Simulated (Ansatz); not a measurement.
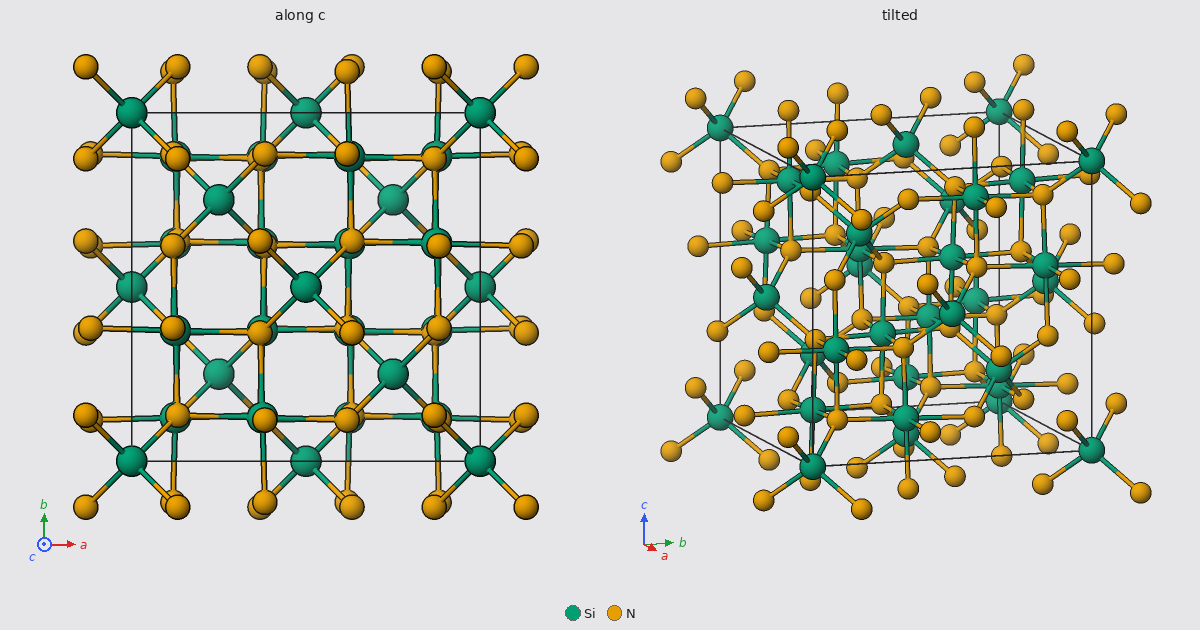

Drawn in the ball-and-stick manner and seen along the c axis and slightly off an axis. Atoms at the boundary of the conventional unit cell (the box) are drawn once for each face, edge or corner they touch. A few atoms beyond the faces are included.

Si₃N₄, space group Fd-3m (No. 227), a = 7.42 Å, b = 7.42 Å, c = 7.42 Å, α = 90.00°, β = 90.00°, γ = 90.00°.

Results below were computed with DFT PBEsol, scalar-relativistic, plane waves, PAW in Ansatz 0.2.0; the settings were plane-wave cutoff 420 eV, k-points about 0.24 Å⁻¹ apart, Gaussian smearing of 0.02 eV, no spin polarisation.

Question: What is the band gap, if any?

Answer: An insulator at this level, with a gap of 3.79 eV on the k-mesh (the true edges may lie between mesh points, so the gap can be somewhat smaller).

The cell started as a structure listed in the Materials Project. The cell was then strained or its atoms displaced on purpose. The atoms were relaxed in a fixed cell with Ansatz 0.2.0, DFT PBEsol, scalar-relativistic, plane waves, PAW.

At this level of theory the run's own cell isn't at rest (compressed, at 51 GPa), so its distances can differ from those at equilibrium, the more so the softer the solid.
